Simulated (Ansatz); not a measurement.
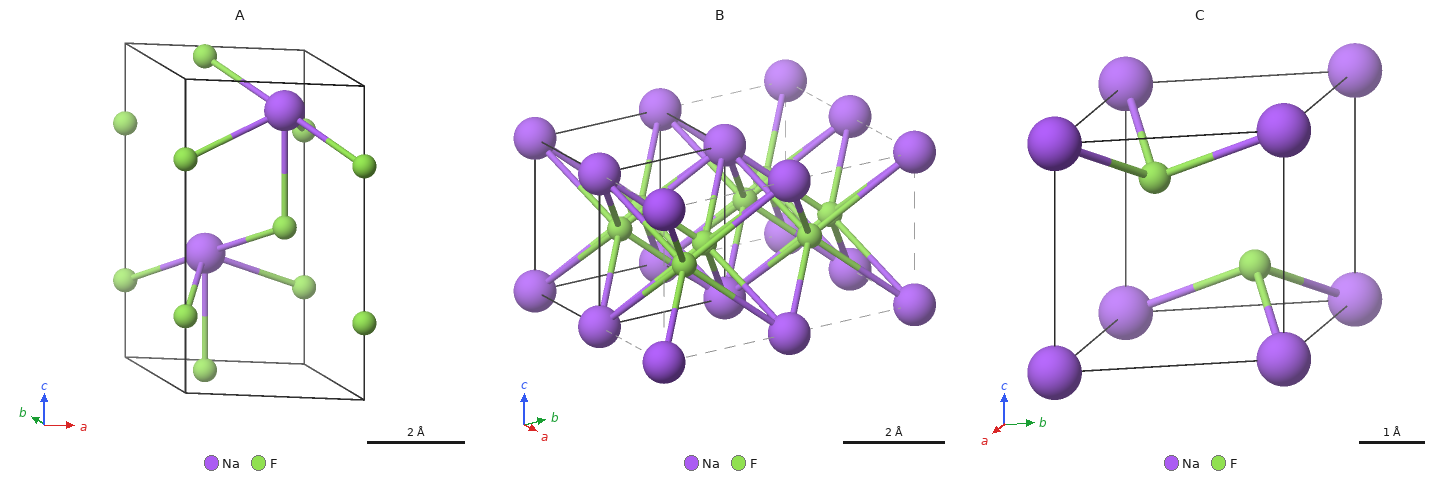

Three structures of NaF$_{2}$, each relaxed to rest (conventional cells in solid outline, small ones repeated, each panel with its own scale). Method: Ansatz 0.2.0, DFT PBE, scalar-relativistic, plane waves, PAW, with collinear spins.

Name the structure in each panel.

Answer. A: 6 atoms a cell on a primitive hexagonal lattice, P6_3mc; B: AlB₂ type, P6/mmm; C: cadmium iodide (CdI₂, 1T) type, P-3m1.

Which of these is lowest in energy, and how far above it do the others lie?

Answer. A, then C (+30 meV/atom) and B (+61 meV/atom), energies at zero smearing.

Collect the results in a table.

Answer.
| panel | structure | E − E(lowest) (meV/atom) | volume (Å³/atom) | gap (eV) |
| --- | --- | --- | --- | --- |
| A | P6_3mc | 0 | 13.7 | metal |
| C | P-3m1 | 30 | 14.3 | metal |
| B | P6/mmm | 61 | 13.1 | metal |

Some of these may be structure types tried for this composition rather than known phases, and the most stable form need not be among them. Gaps are taken on the k-mesh or band path of each run.
